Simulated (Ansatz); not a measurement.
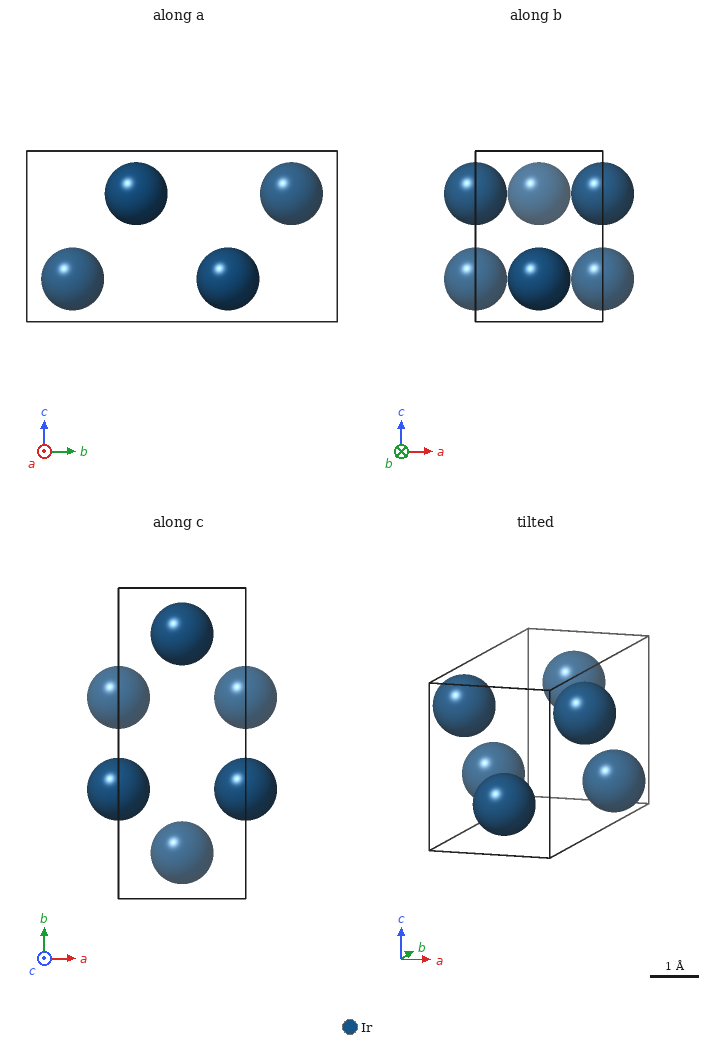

View along the a axis, along the b axis, along the c axis and slightly off an axis, drawn as a spheres-only model. The conventional unit cell is drawn as a box.

Lattice parameters: a = 2.653 Å, b = 6.483 Å, c = 3.562 Å, α = 90.00°, β = 90.00°, γ = 90.00°. Put a along x and b in the xy plane.

Set out the cell and atoms as a POSCAR file, with free fractional coordinates to two decimals.

Answer.
```
Ir
1.0
     2.653    0.000    0.000
     0.000    6.483    0.000
     0.000    0.000    3.562
Ir
4
Direct
  0.50 0.85 0.75
  0.00 0.65 0.25
  0.00 0.35 0.75
  0.50 0.15 0.25
```

The model was built from a structure type filled with this element by a generator (whether the element takes this form wasn't checked). Earlier steps of the study may have refined or changed the cell and positions. It went into a calculation with Ansatz.

At this level of theory the cell isn't at rest (compressed, at 13 GPa), so its distances can differ from those at equilibrium, the more so the softer the solid.
